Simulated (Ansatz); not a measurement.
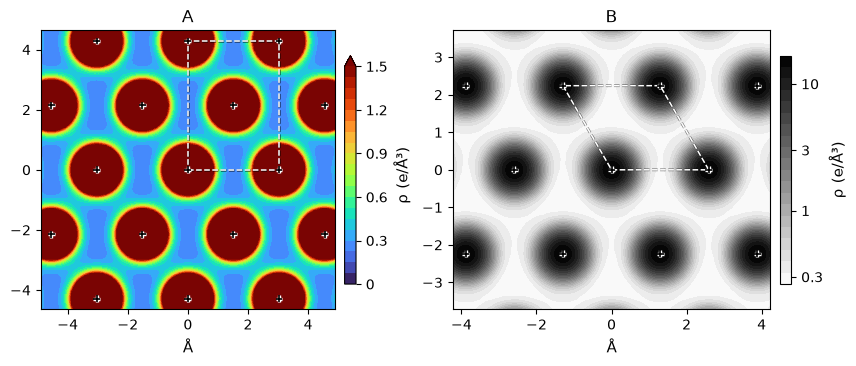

The valence pseudo-density of 2 systems, each on a plane through atoms (crosses mark nuclei in the plane).

Theory: DFT, PBEsol, plane waves (420 eV) with PAW, scalar-relativistic in Ansatz 0.2.0.

System 1: V, the (001) plane of the conventional cell. Space group P6₃/mmc; set up as V, dhcp; a generated structure, not necessarily the stable one; changed on purpose from its base cell (volume × 1.0); computed without spin polarisation.

```cif
data_structure
_symmetry_space_group_name_H-M 'P 1'
_symmetry_Int_Tables_number 1
_cell_length_a 2.5886
_cell_length_b 2.5886
_cell_length_c 9.1988
_cell_angle_alpha 90.000
_cell_angle_beta 90.000
_cell_angle_gamma 120.000
_cell_volume 53.38
loop_
_atom_site_label
_atom_site_type_symbol
_atom_site_fract_x
_atom_site_fract_y
_atom_site_fract_z
_atom_site_occupancy
V1 V 0.00000 0.00000 0.00000 1
V2 V 0.00000 0.00000 0.50000 1
V3 V 0.33333 0.66667 0.25000 1
V4 V 0.66667 0.33333 0.75000 1
```

System 2: Rh, the (110) plane of the conventional cell. Space group Im-3m; set up as Rh, bcc; a generated structure, not necessarily the stable one; changed on purpose from its base cell (volume × 1.0); computed without spin polarisation.

```cif
data_structure
_symmetry_space_group_name_H-M 'P 1'
_symmetry_Int_Tables_number 1
_cell_length_a 3.0306
_cell_length_b 3.0306
_cell_length_c 3.0306
_cell_angle_alpha 90.000
_cell_angle_beta 90.000
_cell_angle_gamma 90.000
_cell_volume 27.83
loop_
_atom_site_label
_atom_site_type_symbol
_atom_site_fract_x
_atom_site_fract_y
_atom_site_fract_z
_atom_site_occupancy
Rh1 Rh 0.00000 0.00000 0.00000 1
Rh2 Rh 0.50000 0.50000 0.50000 1
```

**Match each panel to its system.**

Panel A is system 2, Rh: the plane holds Rh. Rh–Rh (2.62 Å): ρ at the midpoint is about 0.39 e/Å³. Panel B is system 1, V: the plane holds V. V–V (2.59 Å): ρ is about 0.31 e/Å³ halfway.
